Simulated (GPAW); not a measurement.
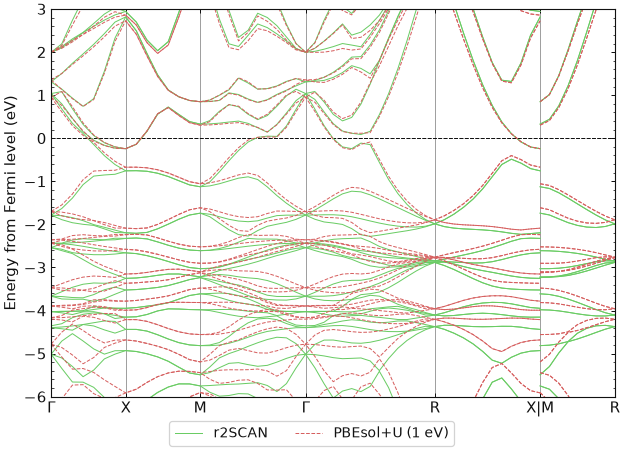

Band structures of NiSi, space group P2_13 (No. 198), 8 atoms in the cell (cubic a = 4.504 Å), by two methods on the same cell. Each is counted from its own Fermi level.

Question: How do the methods compare?

Answer: Both give a metal. Levels within 1 eV of the Fermi level in either run differ by 0.04 eV on average and by 0.12 eV at most (between Γ and X). Filled levels 1 to 5 eV under it lie 0.14 eV deeper on average in r2SCAN than in PBEsol+U (1 eV).

Settings. r2SCAN: GPAW PAW data sets (gpaw-data 1.2.1), collinear spin, ferromagnetic start that ends with little or no moment, no spin-orbit coupling, 5×5×5 k mesh, 600 eV cutoff, Fermi-Dirac smearing of 0.05 eV (GPAW). PBEsol+U (1 eV): Ni d U = 1 eV, PAW data sets generated in the run's folder for this functional, collinear spin, ferromagnetic start that ends with little or no moment, no spin-orbit coupling, 5×5×5 k mesh, 600 eV cutoff, Fermi-Dirac smearing of 0.05 eV (GPAW 26.7.0).

Bands are joined in order of energy. The k mesh is thin for a metal, so its Fermi level is uncertain. The cell is a database's computed one. PBEsol+U (1 eV): the U is typed as a test and isn't derived for this compound. r2SCAN: the PAW data sets were made with another functional.
